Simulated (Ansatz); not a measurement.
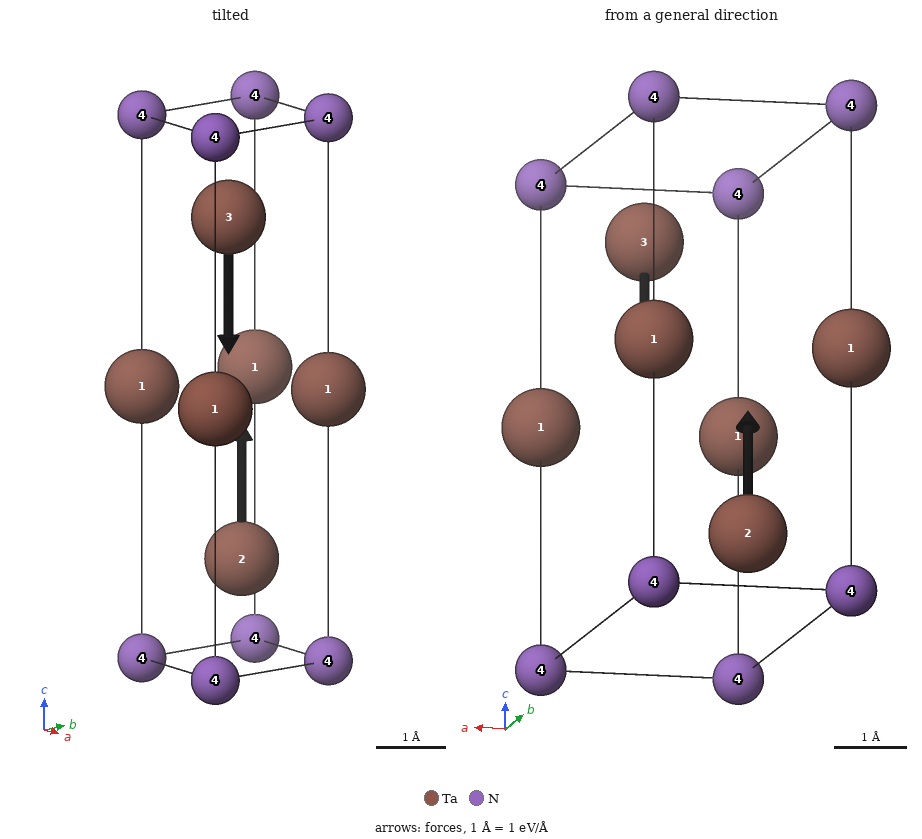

We look at a spheres-only model of the crystal slightly off an axis and from a general direction. Atoms at the boundary of the simulation cell (the box) are drawn once for each face, edge or corner they touch. The arrows are the computed forces on the atoms.

System: Ta3N. Run with DFT PBEsol, scalar-relativistic, plane waves, PAW in Ansatz and these settings: E_cut = 420 eV, an 18×18×8 mesh of k-points, Gaussian smearing of 0.15 eV, no spin polarisation.

Q: Judging by the arrows, is the geometry relaxed?

A: No. The atoms still feel forces of up to about 1.5 eV/Å, far above a usual threshold of 0.01 to 0.03 eV/Å.

Q: Which atom is furthest from force balance?

A: Ta2 and Ta3, about 1.5 eV/Å.

Provenance: a structure listed in the Materials Project. The cell was then strained or its atoms displaced on purpose. It was run through Ansatz as a DFT input.
